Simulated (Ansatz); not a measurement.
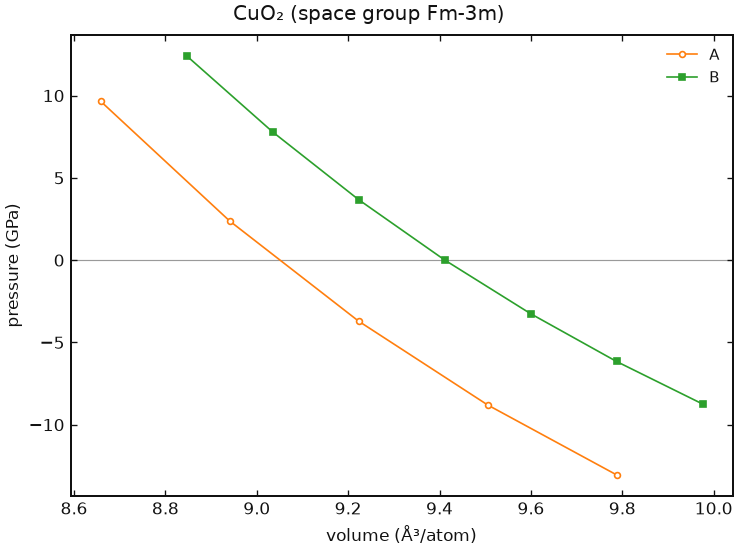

Plotted: pressure against volume, with one curve for each functional, for CuO₂ (space group Fm-3m). The labels are replaced by letters. In alphabetical order the cases are: PBE; r2SCAN.

How it was computed, with Ansatz 0.2.0 development build: equation of state of a cubic crystal from periodic Kohn-Sham density functional theory without spin, third-order Birch-Murnaghan fit to the free energies; pressure corrected for the finite basis.

```
                setting                   value
         structure type                fluorite
          atoms in cell                       3
     space group number                     225
       lattice centring  face-centred primitive
      occupation method             Fermi–Dirac
               datasets              soft-1 PAW
      density tolerance                1e-07 eV
                  bands                      20
   density cutoff ratio                       4
search for lower states                 default
```

Which letter stands for which functional?

A: r2SCAN; B: PBE.

Limits of the calculation: cubic model structure, not the ambient form; modest k-mesh, values are not fully converged in k (r2SCAN); no spin polarisation, a magnetic state may lie lower.
